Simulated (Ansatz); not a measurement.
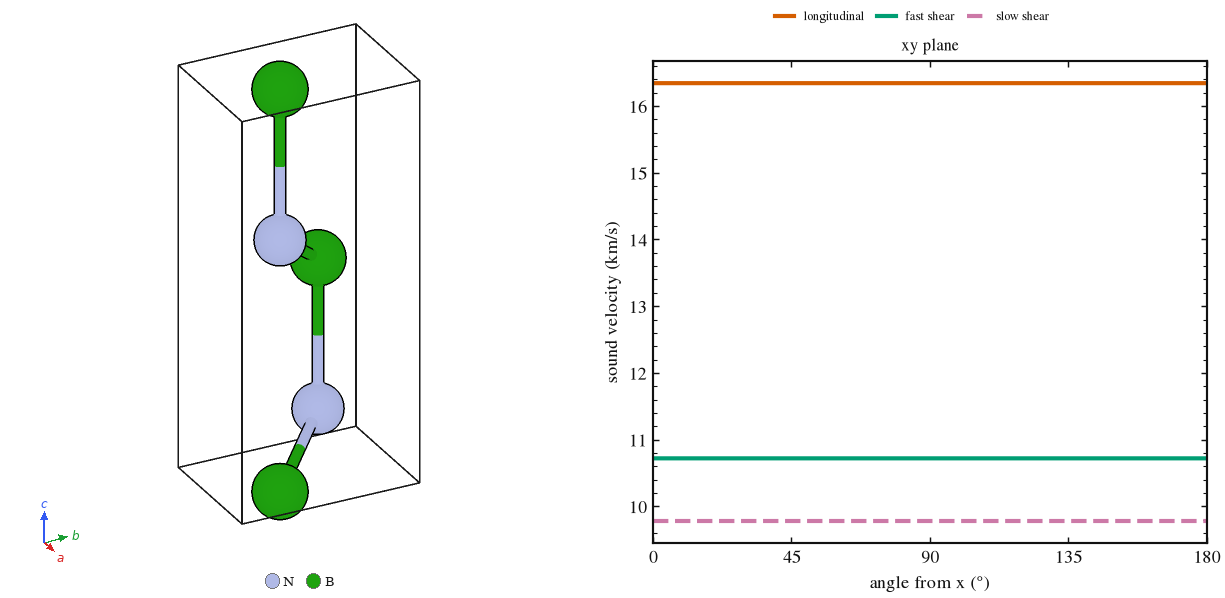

Computed with Ansatz 0.2.0: plane-wave DFT, no spin polarisation; elastic constants in Voigt order on the axes of the given cell. Level: PBE.

```
         setting                                 value
          k mesh                                 9×9×5
     occupations                                 fixed
      potentials                            Ansatz PAW
     wave cutoff                                420 eV
  density cutoff                               1680 eV
program settings  xc grid level 2, xc grid task forces
```

The given structure:
```xyz
4
Lattice="2.5539 0.0000 0.0000 -1.2770 2.2118 0.0000 0.0000 0.0000 4.2269" Properties=species:S:1:pos:R:3 pbc="T T T"
N     0.0000    1.4745    0.5295
N     1.2770    0.7373    2.6430
B     0.0000    1.4745    2.1123
B     1.2770    0.7373    4.2257
```

Caption: Sound velocities against the direction of travel in the xy plane, from the elastic constants and the density for BN, space group P6_3mc (No. 186). The cell is drawn beside the plot.

Along x the longitudinal wave runs at 16.34 km/s and the transverse ones at 10.72 and 9.78 km/s; along y the longitudinal wave runs at 16.34 km/s and the transverse ones at 10.72 and 9.78 km/s; along z the longitudinal wave runs at 17.06 km/s and the transverse ones at 9.78 and 9.78 km/s; along x + y they run at 16.34, 10.72 and 9.78 km/s (density 3.45 g/cm³). Over all directions E runs from 793 to 998 GPa, a ratio of 1.26. E is 902 GPa along x, 902 GPa along y and 998 GPa along z, and 798 GPa along the body diagonal x + y + z. The Hill averages are K = 371 GPa and G = 382 GPa; K/G = 0.97.

Note: pulay correction over one gpa.
